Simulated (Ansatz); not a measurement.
MgI$_{2}$

```xyz
12
Lattice="7.4629 0.0000 0.0000 0.0000 7.4629 0.0000 0.0000 0.0000 7.4629" Properties=species:S:1:pos:R:3 pbc="T T T"
Mg    0.0000    0.0000    0.0000
Mg    3.7315    3.7315    0.0000
Mg    3.7315    0.0000    3.7315
Mg    0.0000    3.7315    3.7315
I     5.5972    1.8657    1.8657
I     1.8657    5.5972    1.8657
I     1.8657    1.8657    5.5972
I     5.5972    5.5972    5.5972
I     1.8657    1.8657    1.8657
I     5.5972    5.5972    1.8657
I     5.5972    1.8657    5.5972
I     1.8657    5.5972    5.5972
```

Space group Fm-3m; a structure from a database of computed crystals, not necessarily the ambient phase; started from the CaF2-225 prototype, which need not be the ambient phase.

Computed with DFT, r2SCAN+rVV10, plane waves, PAW (Ansatz 0.2.0).

The density is the valence pseudo-density of a PAW calculation; it isn't the true density close to the nuclei.

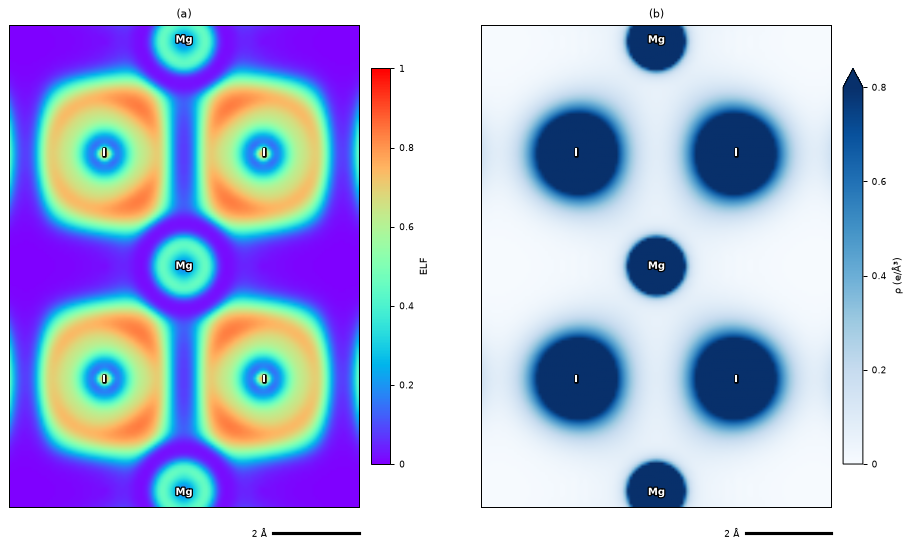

Figure 1. (a) ELF; (b) valence electron density on the (011) plane of the conventional cell.

Q: What do the fields say about this system?

A: Atoms in the plane: Mg and I. Mg–I (3.23 Å): ρ at the midpoint is about 0.16 e/Å³, with its minimum of 0.08 e/Å³ about 1.1 Å from Mg; the ELF peaks at about 0.85 in the valence shell of I, 1.4 Å from its nucleus, and falls to about 0 next to Mg (an ionic contact with no shared pair). Between the atoms the lowest density in this plane is 0.003 e/Å³.

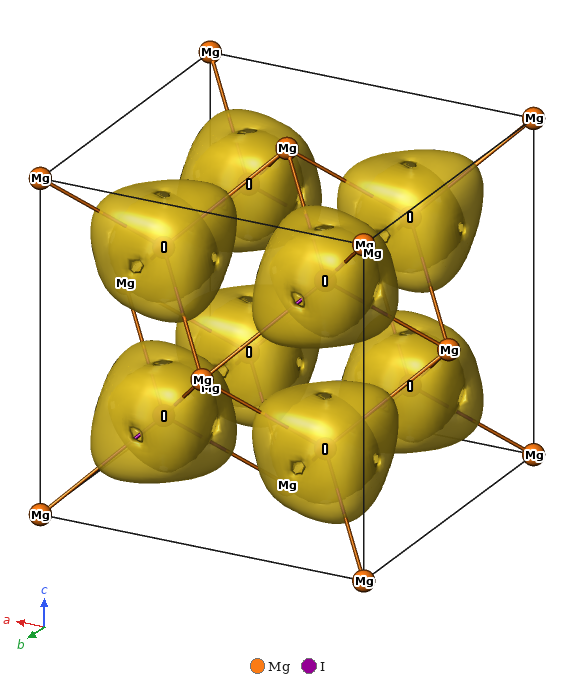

Figure 2. Isosurface of the electron localisation function at 0.7 (yellow), seen at an oblique angle. Only the valence region is drawn (cores and ρ < 0.01 e/Å³ removed). Sticks mark near contacts.

Q: Where are the electrons localised?

A: The ELF exceeds this value in eight regions wrapped around I (the valence shell of each), counted in one cell of 12 atoms. Any copies at cell faces, edges or corners count once.

Q: Metal or insulator at this level of theory?

A: It is gapped, with a Kohn–Sham gap of 1.3 eV on the k-point mesh, an upper bound to the gap of this method.
